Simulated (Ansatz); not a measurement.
System: Ta, space group P6_3/mmc (No. 194).

Structure:
```xyz
2
Lattice="2.8669 0.0000 0.0000 -1.4335 2.4828 0.0000 0.0000 0.0000 5.0914" Properties=species:S:1:pos:R:3 pbc="T T T"
Ta    1.4335    0.8276    3.8186
Ta    0.0000    1.6552    1.2729
```

Method: homogeneous strain of a crystal along one Voigt pattern with engineering shear, fractional coordinates fixed, by plane-wave density functional theory with PAW datasets, free energies less that of the undisturbed cell, pressure positive in compression; scalar-relativistic (Ansatz 0.2.0). Level: PBEsol, no spin polarisation.

- wave cutoff: 420 eV
- k mesh: 24×24×12
- occupations: Gaussian
- smearing width: 0.15 eV
- k shift: (0, 0, 0) (mesh steps)
- start: relaxed
- strain pattern: (0, 0, 1, 0, 0, 0) (xx yy zz yz xz xy with engineering shear)

Predict the energy change, tensile stress summed over the strain pattern and pressure against strain. The strain takes the values −0.0600, −0.0450, −0.0300, −0.0150, 0.0000, 0.0150, 0.0300, 0.0450, 0.0525, 0.0600.

The energy rises on both sides of the starting structure, which is therefore a minimum along this path. The energy change is 68.73 meV/atom at strain −0.0600 and 58.41 meV/atom at 0.0600; the lowest computed point is at strain 0.0000 (0.00 meV/atom), in a single well. The tensile stress summed over the strain pattern rises from −20.8 GPa at strain −0.0600 to 16.1 GPa at 0.0600, and changes sign near 0.000. The pressure falls from 13.6 GPa at strain −0.0600 to −9.4 GPa at 0.0600, and changes sign near 0.000. The slope of stress against strain at the start, which at zero pressure is the clamped-ion constant C33, is 317 GPa.

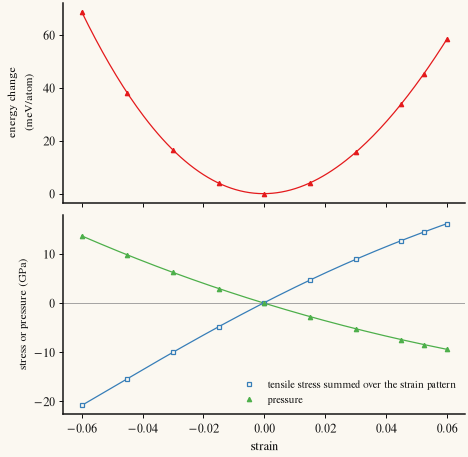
